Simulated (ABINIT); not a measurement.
**Optical-spectrum calculation of SiC (part 2 of 2)**

Continued. System: SiC (F-43m, 2 atoms in the cell). Method: Kohn-Sham DFT of a periodic cell, LDA, PseudoDojo NC SR LDA v0.4.1 standard, no spin polarisation (ABINIT 10.8.3); cutoff 1115.67 eV, 6×6×6 k-mesh, fixed occupations. The structure derives from an entry of the Crystallography Open Database.

Geometry of the input (Å; fractional positions):
```
0.0000  2.1629  2.1629
2.1629  0.0000  2.1629
2.1629  2.1629  0.0000
Si 0.0000  0.0000  0.0000
C  0.7500  0.7500  0.7500
```

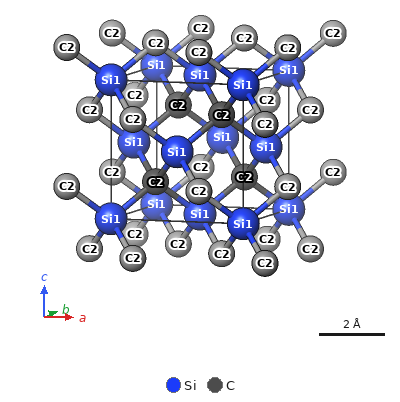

Figure 1. The input geometry (ball-and-stick view of the cell 4 times as large as that of the calculation, set on its symmetry axes, seen slightly off an axis; neighbours outside the cell are drawn fainter; atoms are numbered from 1 in the order of the input).

**Output, continued**
```
     iter   Etot(hartree)      deltaE(h)  residm     vres2
 ETOT  1  -10.216292792078    -1.022E+01 2.831E-01 5.280E+02
 ETOT  2  -10.269865661369    -5.357E-02 3.316E-05 2.658E+02
 ETOT  3  -10.316703154632    -4.684E-02 6.979E-04 6.565E-01
 ETOT  4  -10.316814016651    -1.109E-04 1.273E-06 1.493E-02
 ETOT  5  -10.316815790024    -1.773E-06 2.463E-08 1.327E-04
 ETOT  6  -10.316815806954    -1.693E-08 2.645E-10 2.803E-06
 ETOT  7  -10.316815807237    -2.824E-10 3.514E-12 5.162E-09
 ETOT  8  -10.316815807237    -7.532E-13 1.350E-14 1.702E-10
 ETOT  9  -10.316815807237     1.776E-14 3.238E-16 6.426E-13

 At SCF step    9       vres2   =  6.43E-13 < tolvrs=  1.00E-12 =>converged.

 Cartesian components of stress tensor (hartree/bohr^3)
  sigma(1 1)=  3.25482643E-07  sigma(3 2)=  0.00000000E+00
  sigma(2 2)=  3.25482643E-07  sigma(3 1)=  0.00000000E+00
  sigma(3 3)=  3.25482643E-07  sigma(2 1)=  0.00000000E+00

--- !ResultsGS
iteration_state: {dtset: 1, }
comment   : Summary of ground state results
lattice_vectors:
- [  0.0000000,   4.0872809,   4.0872809, ]
- [  4.0872809,   0.0000000,   4.0872809, ]
- [  4.0872809,   4.0872809,   0.0000000, ]
lattice_lengths: [   5.78029,    5.78029,    5.78029, ]
lattice_angles: [ 60.000,  60.000,  60.000, ] # degrees, (23, 13, 12)
lattice_volume:   1.3656313E+02
convergence: {deltae:  1.776E-14, res2:  6.426E-13, residm:  3.238E-16, diffor: null, }
etotal    :  -1.03168158E+01
entropy   :   0.00000000E+00
fermie    :   2.66095321E-01
cartesian_stress_tensor: # hartree/bohr^3
- [  3.25482643E-07,   0.00000000E+00,   0.00000000E+00, ]
- [  0.00000000E+00,   3.25482643E-07,   0.00000000E+00, ]
- [  0.00000000E+00,   0.00000000E+00,   3.25482643E-07, ]
pressure_GPa:  -9.5760E-03
xred      :
- [  0.0000E+00,   0.0000E+00,   0.0000E+00, Si]
- [  7.5000E-01,   7.5000E-01,   7.5000E-01,  C]
cartesian_forces: # hartree/bohr
- [ -0.00000000E+00,  -0.00000000E+00,  -0.00000000E+00, ]
- [ -0.00000000E+00,  -0.00000000E+00,  -0.00000000E+00, ]
force_length_stats: {min:   0.00000000E+00, max:   0.00000000E+00, mean:   0.00000000E+00, }
...

 Integrated electronic density in atomic spheres:
 ------------------------------------------------
 Atom  Sphere_radius  Integrated_density
    1        2.00000          1.99902109
    2        2.00000          4.27806400
================================================================================

 ----iterations are completed or convergence reached----

 Mean square residual over all n,k,spin=   12.168E-17; max=  32.384E-17
 reduced coordinates (array xred) for    2 atoms
       0.000000000000      0.000000000000      0.000000000000
       0.750000000000      0.750000000000      0.750000000000
 rms dE/dt=  0.0000E+00; max dE/dt=  0.0000E+00; dE/dt below (all hartree)
    1       0.000000000000      0.000000000000      0.000000000000
    2       0.000000000000      0.000000000000      0.000000000000

 cartesian coordinates (angstrom) at end:
    1      0.00000000000000     0.00000000000000     0.00000000000000
    2      3.24434385008170     3.24434385008170     3.24434385008170

 cartesian forces (hartree/bohr) at end:
    1     -0.00000000000000    -0.00000000000000    -0.00000000000000
    2     -0.00000000000000    -0.00000000000000    -0.00000000000000
 frms,max,avg= 0.0000000E+00 0.0000000E+00   0.000E+00  0.000E+00  0.000E+00 h/b

 cartesian forces (eV/Angstrom) at end:
    1     -0.00000000000000    -0.00000000000000    -0.00000000000000
    2     -0.00000000000000    -0.00000000000000    -0.00000000000000
 frms,max,avg= 0.0000000E+00 0.0000000E+00   0.000E+00  0.000E+00  0.000E+00 e/A
 length scales=  5.780288067688  5.780288067688  5.780288067688 bohr
              =  3.058796715800  3.058796715800  3.058796715800 angstroms
 Fermi (or HOMO) energy (hartree) =   0.26610   Average Vxc (hartree)=  -0.42480
 Eigenvalues (hartree) for nkpt=  28  k points:
 kpt#   1, nband=  4, wtk=  0.02778, kpt= -0.0833 -0.1667  0.0000 (reduced coord)
  -0.28139    0.20312    0.24425    0.25392
 prteigrs : prtvol=0 or 1, do not print more k-points.

--- !EnergyTerms
iteration_state     : {dtset: 1, }
comment             : Components of total free energy in Hartree
kinetic             :  5.97237978765671E+00
hartree             :  1.14738457221880E+00
xc                  : -3.79518336840146E+00
Ewald energy        : -1.05435338342121E+01
psp_core            :  6.45624916498653E-01
local_psp           : -4.03724436570034E+00
non_local_psp       :  2.93756484702294E-01
total_energy        : -1.03168158072374E+01
total_energy_eV     : -2.80734859759380E+02
band_energy         :  4.14686366208558E-01
...

 Cartesian components of stress tensor (hartree/bohr^3)
  sigma(1 1)=  3.25482643E-07  sigma(3 2)=  0.00000000E+00
  sigma(2 2)=  3.25482643E-07  sigma(3 1)=  0.00000000E+00
  sigma(3 3)=  3.25482643E-07  sigma(2 1)=  0.00000000E+00

-Cartesian components of stress tensor (GPa)         [Pressure= -9.5760E-03 GPa]
- sigma(1 1)=  9.57602996E-03  sigma(3 2)=  0.00000000E+00
- sigma(2 2)=  9.57602996E-03  sigma(3 1)=  0.00000000E+00
- sigma(3 3)=  9.57602996E-03  sigma(2 1)=  0.00000000E+00

================================================================================
== DATASET  2 ==================================================================

--- !DatasetInfo
iteration_state: {dtset: 2, }
dimensions: {natom: 2, nkpt: 28, mband: 14, nsppol: 1, nspinor: 1, nspden: 1, mpw: 1731, }
cutoff_energies: {ecut:  41.0, pawecutdg:  -1.0, }
electrons: {nelect:   8.00000000E+00, charge:   0.00000000E+00, occopt:   1.00000000E+00, tsmear:   1.00000000E-02, }
meta: {optdriver: 0, ionmov: 0, optcell: 0, iscf: -2, paral_kgb: 0, }
...

 mkfilename : getden/=0, take file _DEN from output of DATASET   1.

 Exchange-correlation functional for the present dataset will be:
  LDA: Perdew-Wang 92 LSD fit to Ceperley-Alder data - ixc=7
  J.P.Perdew and Y.Wang, PRB 45, 13244 (1992)

 Real(R)+Recip(G) space primitive vectors, cartesian coordinates (Bohr,Bohr^-1):
 R(1)=  0.0000000  4.0872809  4.0872809  G(1)= -0.1223307  0.1223307  0.1223307
 R(2)=  4.0872809  0.0000000  4.0872809  G(2)=  0.1223307 -0.1223307  0.1223307
 R(3)=  4.0872809  4.0872809  0.0000000  G(3)=  0.1223307  0.1223307 -0.1223307
 Unit cell volume ucvol=  1.3656313E+02 bohr^3
 Angles (23,13,12)=  6.00000000E+01  6.00000000E+01  6.00000000E+01 degrees

 getcut: wavevector=  0.0000  0.0000  0.0000  ngfft=  36  36  36
         ecut(hartree)=     41.000   => boxcut(ratio)=   2.16071
--------------------------------------------------------------------------------

================================================================================
 Non-SCF case, kpt    1 ( -0.08333 -0.16667  0.00000), residuals and eigenvalues=
  3.56E-13  2.66E-13  3.55E-13  3.51E-13  1.96E-13  9.88E-13  2.27E-13  2.12E-13
  7.21E-13  9.94E-13  9.45E-13  2.56E-11  1.98E-10  1.34E-09
 -2.8139E-01  2.0312E-01  2.4425E-01  2.5392E-01  5.0652E-01  5.4265E-01
  5.7747E-01  5.8117E-01  7.0190E-01  8.0143E-01  8.9004E-01  9.6101E-01
  9.7225E-01  1.0282E+00
 prteigrs : prtvol=0 or 1, do not print more k-points.

--- !ResultsGS
iteration_state: {dtset: 2, }
comment   : Summary of ground state results
lattice_vectors:
- [  0.0000000,   4.0872809,   4.0872809, ]
- [  4.0872809,   0.0000000,   4.0872809, ]
- [  4.0872809,   4.0872809,   0.0000000, ]
lattice_lengths: [   5.78029,    5.78029,    5.78029, ]
lattice_angles: [ 60.000,  60.000,  60.000, ] # degrees, (23, 13, 12)
lattice_volume:   1.3656313E+02
convergence: {deltae:  0.000E+00, res2:  0.000E+00, residm:  9.987E-13, diffor:  0.000E+00, }
etotal    :  -1.03168158E+01
entropy   :   0.00000000E+00
fermie    :   2.66095321E-01
cartesian_stress_tensor: null
pressure_GPa: null
xred      :
- [  0.0000E+00,   0.0000E+00,   0.0000E+00, Si]
- [  7.5000E-01,   7.5000E-01,   7.5000E-01,  C]
cartesian_forces: null
force_length_stats: {min: null, max: null, mean: null, }
...

 Integrated electronic density in atomic spheres:
 ------------------------------------------------
 Atom  Sphere_radius  Integrated_density
    1        2.00000          1.99902109
    2        2.00000          4.27806400
================================================================================

 ----iterations are completed or convergence reached----

 Mean square residual over all n,k,spin=   49.544E-14; max=  99.867E-14
 reduced coordinates (array xred) for    2 atoms
       0.000000000000      0.000000000000      0.000000000000
       0.750000000000      0.750000000000      0.750000000000

 cartesian coordinates (angstrom) at end:
    1      0.00000000000000     0.00000000000000     0.00000000000000
    2      3.24434385008170     3.24434385008170     3.24434385008170
 length scales=  5.780288067688  5.780288067688  5.780288067688 bohr
              =  3.058796715800  3.058796715800  3.058796715800 angstroms
 Eigenvalues (hartree) for nkpt=  28  k points:
 kpt#   1, nband= 14, wtk=  0.02778, kpt= -0.0833 -0.1667  0.0000 (reduced coord)
  -0.28139    0.20312    0.24425    0.25392    0.50652    0.54265    0.57747    0.58117
   0.70190    0.80143    0.89004    0.96101    0.97225    1.02824
 prteigrs : prtvol=0 or 1, do not print more k-points.

================================================================================
== DATASET  3 ==================================================================

--- !DatasetInfo
iteration_state: {dtset: 3, }
dimensions: {natom: 2, nkpt: 28, mband: 10, nsppol: 1, nspinor: 1, nspden: 1, mpw: 1731, }
cutoff_energies: {ecut:  41.0, pawecutdg:  -1.0, }
electrons: {nelect:   8.00000000E+00, charge:   0.00000000E+00, occopt:   1.00000000E+00, tsmear:   1.00000000E-02, }
meta: {optdriver: 8, wfk_task: 7, }
...

 mkfilename : getwfk/=0, take file _WFK from output of DATASET   2.

 Exchange-correlation functional for the present dataset will be:
  LDA: Perdew-Wang 92 LSD fit to Ceperley-Alder data - ixc=7
  J.P.Perdew and Y.Wang, PRB 45, 13244 (1992)

--------------------------------------------------------------------------------

 Computation of velocity matrix elements (DDK)

 Parameters extracted from the Abinit header:
    ecut:     41.0
    nkpt:    864
    mband:   14
    nsppol:  1
    nspinor: 1
    useylm:  0
    inclvkb: 2
    bmin: 1, bmax: 14
    Computing diagonal and off-diagonal matrix elements
    Between band index bmin: 1, bmax: 14

== END DATASET(S) ==============================================================
================================================================================

 -outvars: echo values of variables after computation  --------
            acell      5.7802880677E+00  5.7802880677E+00  5.7802880677E+00 Bohr
           etotal1    -1.0316815807E+01
           etotal3     0.0000000000E+00
            fcart1    -0.0000000000E+00 -0.0000000000E+00 -0.0000000000E+00
                      -0.0000000000E+00 -0.0000000000E+00 -0.0000000000E+00
            fcart3     0.0000000000E+00  0.0000000000E+00  0.0000000000E+00
                       0.0000000000E+00  0.0000000000E+00  0.0000000000E+00
            rprim      0.0000000000E+00  7.0710678120E-01  7.0710678120E-01
                       7.0710678120E-01  0.0000000000E+00  7.0710678120E-01
                       7.0710678120E-01  7.0710678120E-01  0.0000000000E+00
           strten1     3.2548264282E-07  3.2548264282E-07  3.2548264282E-07
                       0.0000000000E+00  0.0000000000E+00  0.0000000000E+00
           strten3     0.0000000000E+00  0.0000000000E+00  0.0000000000E+00
                       0.0000000000E+00  0.0000000000E+00  0.0000000000E+00
           xangst      0.0000000000E+00  0.0000000000E+00  0.0000000000E+00
                       3.2443438501E+00  3.2443438501E+00  3.2443438501E+00
             xred      0.0000000000E+00  0.0000000000E+00  0.0000000000E+00
                       7.5000000000E-01  7.5000000000E-01  7.5000000000E-01
 Calculation completed.
```

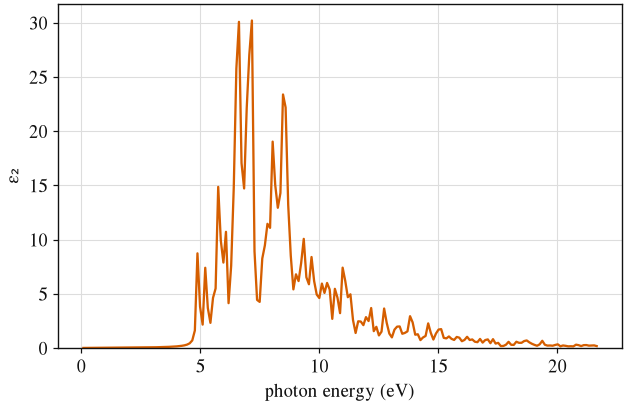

Figure 2. Imaginary part of the dielectric function (first component that the program prints). The highest peak, 30.2, lies at 7.18 eV.

**Summary**

| quantity | value |
| --- | --- |
| outcome | converged |
| space group (tolerance 0.01 Å) | F-43m (216) |
| electrons treated | 8 |
| free energy | −280.7349 eV |
| Fermi energy | 7.241 eV |
| pressure | −0.01 GPa |
| largest force (length of the vector) | under 0.001 eV/Å |
| hardware | 1 thread of Arm Neoverse V1, 24 GiB of memory available, shared host |
| wall time | 36 s |
| peak memory | 0.41 GiB |
